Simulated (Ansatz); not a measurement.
System: PbSe, space group P6_3/mmc (No. 194) (cell built by us, not taken from a database).

The given structure:
```yaml
crystal:
  lattice:
    - [4.27071, 0.00000, 0.00000]
    - [-2.13535, 3.69854, 0.00000]
    - [0.00000, 0.00000, 7.64614]
  atoms:
    - { symbol: Pb, position: [0.66667, 0.33333, 0.75000] }
    - { symbol: Pb, position: [0.33333, 0.66667, 0.25000] }
    - { symbol: Se, position: [0.00000, 0.00000, 0.00000] }
    - { symbol: Se, position: [0.00000, 0.00000, 0.50000] }
```

Calculation (Ansatz 0.2.0): elastic stress-strain coefficients at zero temperature from small strains of the given cell, Voigt order xx yy zz yz xz xy, Cartesian axes of the cell vectors; plane waves with PAW datasets, Γ-centred k mesh. Level: PBE, no spin polarisation.

wave cutoff 420 eV; k mesh 12×12×6; occupations Gaussian; smearing width 0.01 eV; ions relaxed; strain amplitude 0.002.

What does the calculation give for the Young's modulus as a surface whose radius and colour give its value in each direction?

Over all directions E runs from 35 to 80 GPa, a ratio of 2.3. E is 35 GPa along x, 35 GPa along y and 80 GPa along z, and 45 GPa along the body diagonal x + y + z. The Hill averages are K = 45 GPa and G = 18 GPa, Poisson's ratio 0.32; K/G = 2.46.

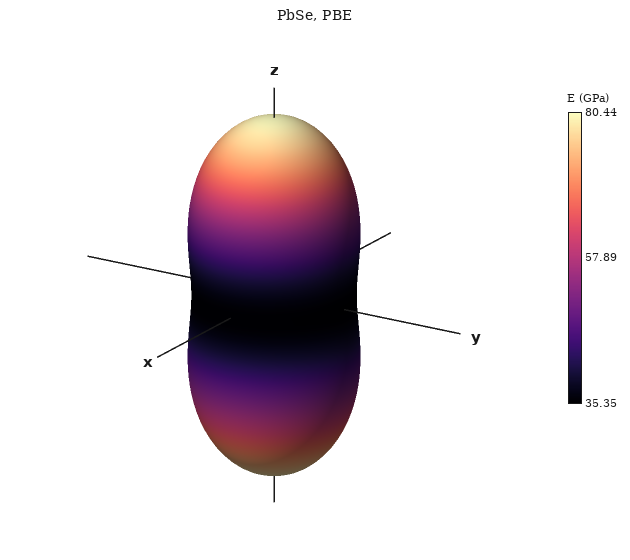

Limits of the calculation: a crossing between the sampled k points may be missed; cell is a saddle point at the zone centre.
